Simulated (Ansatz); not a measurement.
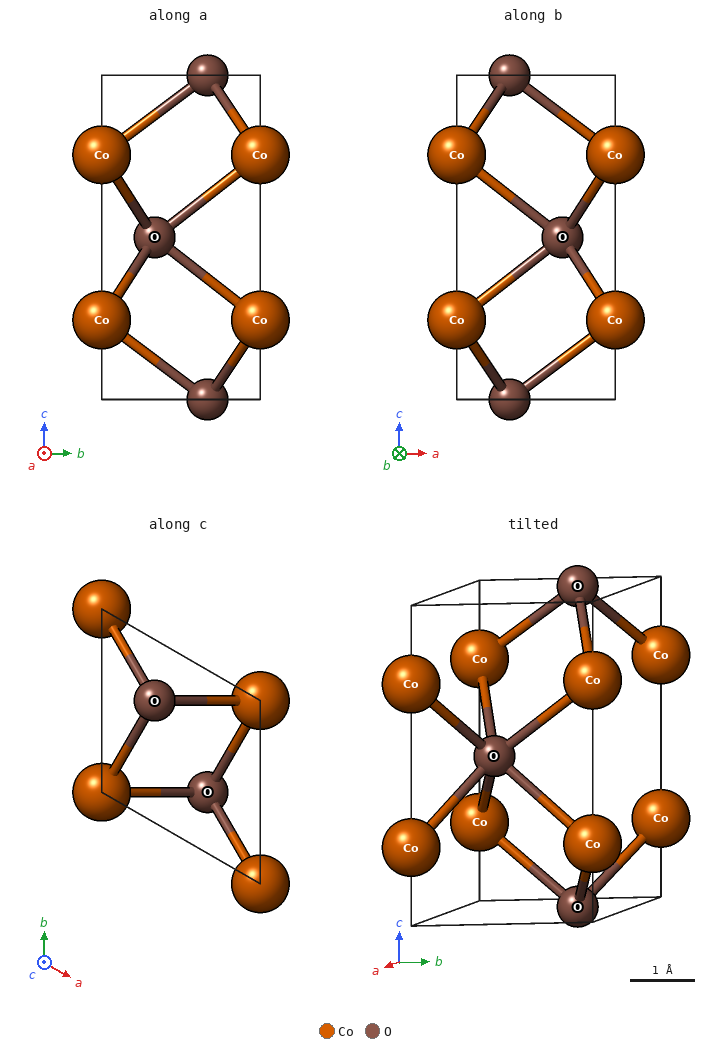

This ball-and-stick model is shown along the a axis, along the b axis, along the c axis and slightly off an axis. Atoms at the boundary of the conventional unit cell (the box) are drawn once for each face, edge or corner they touch.

Lattice parameters: a = 2.8899 Å, b = 2.8899 Å, c = 5.1106 Å, α = 90.000°, β = 90.000°, γ = 120.000°.

> Give the atomic positions as a CIF in P1 with every atom of the cell, with free fractional coordinates to two decimals.

```cif
data_structure
_symmetry_space_group_name_H-M 'P 1'
_symmetry_Int_Tables_number 1
_cell_length_a 2.8899
_cell_length_b 2.8899
_cell_length_c 5.1106
_cell_angle_alpha 90.000
_cell_angle_beta 90.000
_cell_angle_gamma 120.000
_cell_volume 36.96
loop_
_atom_site_label
_atom_site_type_symbol
_atom_site_fract_x
_atom_site_fract_y
_atom_site_fract_z
_atom_site_occupancy
Co1 Co 0.00 0.00 0.75 1
Co2 Co 0.00 0.00 0.25 1
O1 O 0.3333 0.6667 0.00 1
O2 O 0.6667 0.3333 0.50 1
```

The cell started as a structure type filled with these elements by a generator (whether the compound takes this form wasn't checked). The cell was then strained or its atoms displaced on purpose. It was set up as input for a calculation with Ansatz.
